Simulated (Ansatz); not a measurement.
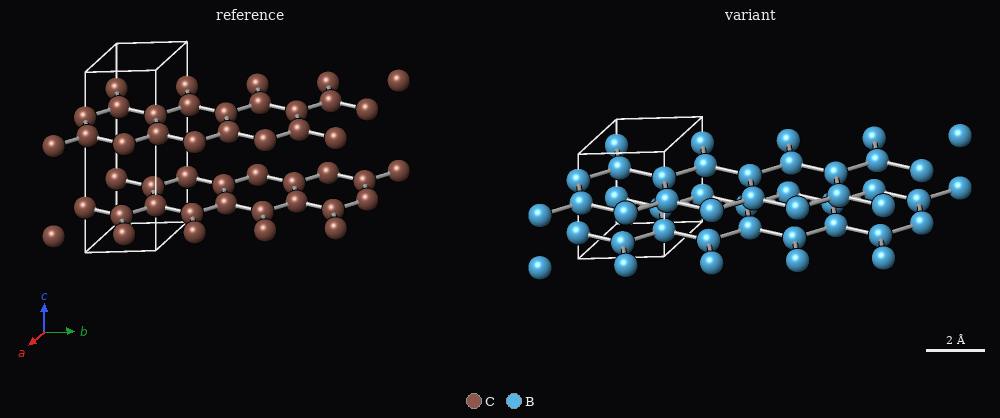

Left: a crystal of C (set up in P6_3/mmc). Right: the same structure after one change, at the same scale. Style: ball-and-stick. Shown: the cell of the calculation, repeated 2 × 4 × 1 with one cell outlined, from a free direction.

The calculation used Ansatz, DFT r2SCAN, scalar-relativistic, plane waves, PAW. Set-up: plane-wave cutoff 500 eV; occupations gaussian; smearing width 0.1 eV; no spin polarisation. The k-mesh is chosen for each cell (18×18×6, 18×18×10).

Q: What distinguishes the right structure from the left one?

A: Every carbon atom is replaced by boron, which gives B. Cell and atoms are relaxed again (to zero pressure within 0.1 GPa, forces under 0.01 eV/Å).

Q: And its effect?

A: The volume per atom goes from 9.19 to 7.91 Å³. It is metallic before and after. The drawn cell changes as follows: a = b 2.456 → 2.990 Å (+21.8 %), c 7.036 → 4.085 Å (−41.9 %); the volume changes by −13.9 %. The space group stays P6_3/mmc (No. 194).

Limits of the set-up: layers or molecules are held without a dispersion correction, so their spacing is unreliable.
